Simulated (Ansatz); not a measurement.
## Rb: 5 runs along one coordinate

System: Rb (Fd-3m, 2 atoms in the cell).
Method: DFT, BLYP, plane waves (420 eV) with PAW, scalar-relativistic, no spin polarisation (Ansatz 0.2.0).

The 5 runs differ only in the geometry, by an even scaling of the cell at fixed fractional positions.

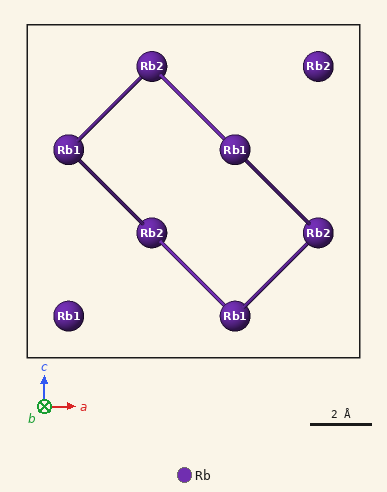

Figure 1. The structure of run 3 (ball-and-stick view of the cell 4 times as large as that of the calculation, set on its symmetry axes, along the b axis; atoms are numbered from 1 in the order of the input).

## Input of run 3
```yaml
crystal:
  lattice:
    - [0.0, 5.5190215757, 5.5190215757]
    - [5.5190215757, 0.0, 5.5190215757]
    - [5.5190215757, 5.5190215757, 0.0]
  atoms:
    - { symbol: Rb, position: [0.125, 0.125, 0.125] }
    - { symbol: Rb, position: [0.875, 0.875, 0.875] }
hamiltonian:
  xc: blyp
  pseudopotentials:
    kind: paw
    azcp:
      Rb: "pseudopotentials/Rb.paw.azcp"
basis:
  ecutwfc: 420
  fft_grid_basis: typed
kpoints:
  mp_grid: { grid: [6, 6, 6], shift: [0, 0, 0] }
magnetization:
  spin_polarized: false
scf:
  occupations: { method: fermi_dirac, width: 0.1 }
  lower_state_search: "off"
output:
  stress: true
```

Run 4 differs from it as follows:
```diff
-    - [0.0, 5.5190215757, 5.5190215757]
-    - [5.5190215757, 0.0, 5.5190215757]
-    - [5.5190215757, 5.5190215757, 0.0]
+    - [0.0, 5.5916486093, 5.5916486093]
+    - [5.5916486093, 0.0, 5.5916486093]
+    - [5.5916486093, 5.5916486093, 0.0]
```

## Results, with one run withheld

```csv
run,volume per atom (Å³),"free energy per atom, from the lowest run given (meV)",pressure (GPa)
1,154.659,2.93,0.07
2,161.383,0.72,0.03
3,168.107,0.00,0.00
4,174.831,?,?
5,188.280,4.38,−0.06
```

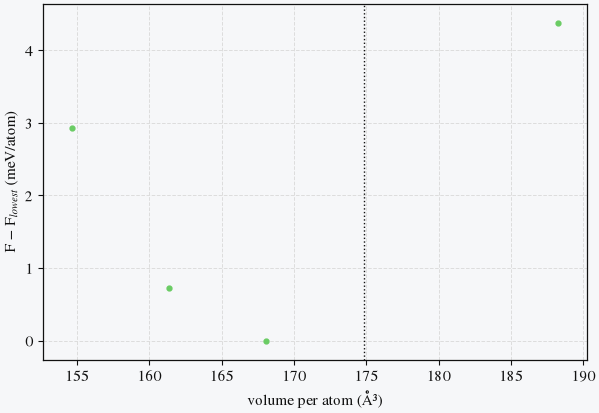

Figure 2. Free energy per atom of the runs given; the dotted line marks run 4.

Fit the runs given and predict run 4.

A quadratic polynomial in V^(−2/3) (the Birch–Murnaghan form), fitted to the 4 runs given, misses them by under 0.01 meV per atom. With x = V^(−2/3) − 0.03293 Å⁻², it reads F = 0.017112 + 226.54 x + 7.9542e+05 x² (meV per atom). At run 4 it gives 0.52 meV per atom, and the run itself gives 0.51. The slope of the fit gives a pressure −dF/dV of −0.03 GPa there, and the run prints −0.02 GPa. The fit has its minimum at 168.436 Å³ per atom, where V d²F/dV² gives 0.723 GPa: the bulk modulus at this level, since symmetry fixes the shape and the positions.

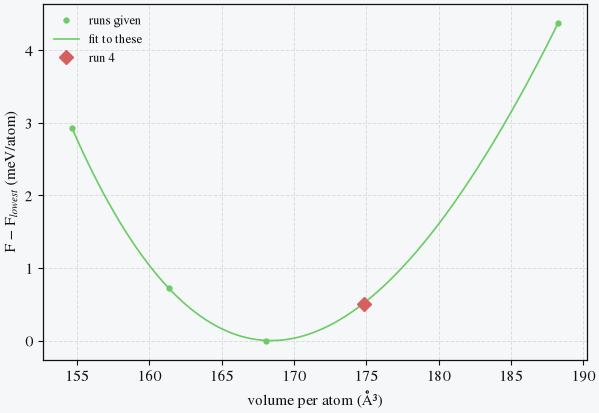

Figure 3. The fit and the withheld run.

## Output, shortened to warnings, some set-up lines, iterations and results (run 4)
```
Basis set: ecut = 420 eV, 6855 PW (Γ), exchange–correlation on 108×108×108 points (8 copies of the dense FFT grid, shifted against one another)
Symmetry: 48 space group operations
k-points: 16 of 216
Initial density: superposition of atomic densities (neutral atoms: chi_scale 0, normalization atom), corrected by the library's trained network
[...]
SCF iter   1: F=—  HF=-6559.081333 eV  |F-HF|=—  |Δ(HF+E_count)|=         —  Δρ=1.71e-3  dr2=1.59e-2  ethr=1.77e-3  ⟨swp⟩=7.3  Hψ=1414  notcnv=0
SCF iter   2: F=—  HF=-6559.084104 eV  |F-HF|=—  |Δ(HF+E_count)|=   2.77e-3  Δρ=1.02e-3  dr2=1.25e-2  ethr=8.81e-5  ⟨swp⟩=2.3  Hψ=421  notcnv=0
SCF iter   3: F=—  HF=-6559.087458 eV  |F-HF|=—  |Δ(HF+E_count)|=   3.35e-3  Δρ=4.08e-4  dr2=2.24e-3  ethr=6.94e-5  ⟨swp⟩=2.0  Hψ=273  notcnv=0
SCF iter   4: F=—  HF=-6559.088861 eV  |F-HF|=—  |Δ(HF+E_count)|=   1.40e-3  Δρ=4.34e-5  dr2=1.70e-5  ethr=1.24e-5  ⟨swp⟩=2.0  Hψ=248  notcnv=0
SCF iter   5: F=—  HF=-6559.088881 eV  |F-HF|=—  |Δ(HF+E_count)|=   1.95e-5  Δρ=1.23e-5  dr2=6.43e-7  ethr=9.45e-8  ⟨swp⟩=2.6  Hψ=359  notcnv=0
SCF iter   6: F=-6559.088885 eV  HF=-6559.088885 eV  |F-HF|=6.72e-8  |Δ(HF+E_count)|=   4.23e-6  Δρ=3.47e-6  dr2=4.91e-8  ethr=5.56e-10  ⟨swp⟩=6.9  Hψ=886  notcnv=0
SCF 1 converged in 6 iterations: F = -6559.088885 eV  dr2 = 4.91e-8
SCF converged after 6 iterations
Free energy (F): -6559.088885 eV
Harris-Foulkes:  -6559.088885 eV  (|F-HF|=6.72e-8)
Internal energy: -6559.040768 eV  (E = F + TS)
E sigma→0 (E₀):  -6559.064827 eV
Entropy (-TS):   -0.048117 eV (-24.058 meV/atom)
Fermi energy:    0.307061 eV
--- Per-component energies (eV) ---
  E_band       = -273.041771
  E_kinetic    = 379.852071
  E_local      = -1752.780297  (includes V_loc(G=0)·N_el)
  E_nonlocal   = 349.803346
  E_hartree    = 544.539477
  E_xc         = -254.079443
  E_vxc        = -264.037570  (∫ρ·V_xc dr)
  E_paw        = -5264.710308  (= ΣΔE_a)
  E_vpaw       = -74.952677  (= ΣTr[D̂ρ^β])
  E_aug_tail   = -0.000002  (compensation charges beyond the density's cutoff)
  E_ewald      = -561.820582
  E_core_change = 0.154970  (= ΣΔE_core)
  E_smearing   = -0.048117  (= −TS)
  E_closure    = -0.000000  (closes the sum)
  Σ components = -6559.088885   (vs F -6559.088885, Δ=0.00e0)
--- Stress (GPa, compression-positive) ---
       -0.024867       0.000000      -0.000000
       -0.000000      -0.024867       0.000000
        0.000000       0.000000      -0.024867
  P = ⅓ Tr σ = -0.0249 GPa (-0.249 kbar)
```
